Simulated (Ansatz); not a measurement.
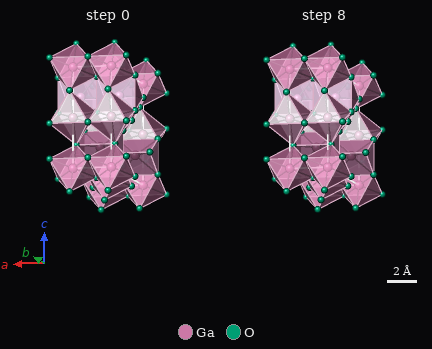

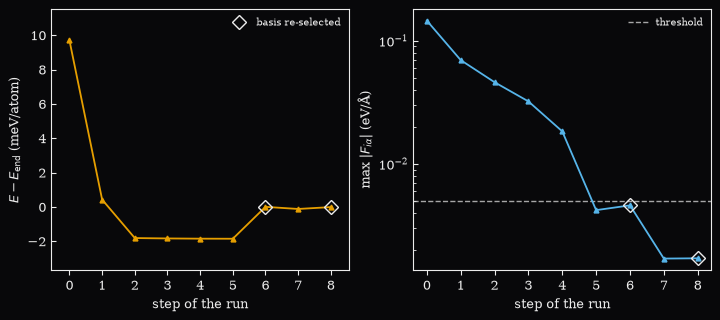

First and last geometry of a relaxation of solid Ga₂O₃ (set up in Cmcm), with the history of the run. A polyhedral model of the conventional cell (2 times the calculation's cell), seen from a free direction. Lengths and directions refer to the drawn axes.

All numbers below come from Ansatz 0.2.0, DFT PBEsol, scalar-relativistic, plane waves, PAW.

The input:
```yaml
crystal:
  lattice:
    - [1.410195, -4.697196, 0.0]
    - [1.410195, 4.697196, 0.0]
    - [0.0, 0.0, 7.284028]
  atoms:
    - { symbol: Ga, position: [0.248024, 0.751976, 0.75] }
    - { symbol: Ga, position: [0.751976, 0.248024, 0.25] }
    - { symbol: Ga, position: [0.0, 0.0, 0.0] }
    - { symbol: Ga, position: [0.0, 0.0, 0.5] }
    - { symbol: O, position: [0.363125, 0.636875, 0.425233] }
    - { symbol: O, position: [0.636875, 0.363125, 0.574767] }
    - { symbol: O, position: [0.636875, 0.363125, 0.925233] }
    - { symbol: O, position: [0.363125, 0.636875, 0.074767] }
    - { symbol: O, position: [0.107034, 0.892966, 0.25] }
    - { symbol: O, position: [0.892966, 0.107034, 0.75] }
basis:
  ecutwfc: 420
kpoints:
  mp_grid: { grid: [10, 10, 4] }
hamiltonian:
  xc: pbesol
scf:
  occupations: { method: gaussian, width: 0.02 }
output:
  forces: true
  stress: true
  eigenvalues: true
  write_density: true
  write_potential: true
  elf: true
  volumetric_format: npy
relax:
  adjacent_minimum: "off"
  f_tol: 0.005
  max_steps: 80
  cell: { stress_tol: 0.05 }
```

Command:
```bash
ansatz run input.yaml --threads 2 --pin off --max-ram 5120MiB --backend cpu --events-out ev --progress --plain --runs-dir out
```

> Read the history and describe the run.

It converged. The energy falls by 9.7 meV per atom in 6 accepted moves (8 points after the start). Largest force component: 0.15 eV/Å at the start, 0.0017 eV/Å at the end. The pressure goes from −7.87 to −0.01 GPa. The SCF was repeated twice at an unchanged geometry on a basis and grid sized afresh for the cell, which shifted the energy by 1.9 meV per atom at most. The largest moves relative to the cell, 0.016 Å, are those of O9 and O10. O10 goes along −b. Largest moves by element: O 0.016 Å, Ga 0.003 Å. Cell: a 2.820 → 2.789 Å (−1.1 %), b 9.394 → 9.275 Å (−1.3 %), c 7.284 → 7.149 Å (−1.9 %). Volume −4.2 %. Among the contacts that change: Ga3–O10 2.080 → 2.037 Å, Ga1–O6 2.170 → 2.138 Å, Ga3–O7 1.985 → 1.967 Å, Ga1–O10 1.960 → 1.946 Å. The space group stays Cmcm (No. 63).

| step | E − E(0), meV/atom | largest force component, eV/Å | pressure, GPa | volume, Å³/atom | note |
| --- | --- | --- | --- | --- | --- |
| 0 | 0.00 | 0.1458 | -7.87 | 9.650 |  |
| 1 | -9.27 | 0.0697 | -2.97 | 9.406 |  |
| 2 | -11.51 | 0.0461 | 0.41 | 9.254 |  |
| 3 | -11.53 | 0.0322 | 0.09 | 9.264 |  |
| 4 | -11.54 | 0.0184 | 0.07 | 9.263 |  |
| 5 | -11.55 | 0.0042 | 0.01 | 9.263 |  |
| 6 | -9.69 | 0.0046 | -0.30 | 9.263 | same geometry, new basis |
| 7 | -9.81 | 0.0017 | 0.00 | 9.246 |  |
| 8 | -9.70 | 0.0017 | -0.01 | 9.246 | same geometry, new basis |
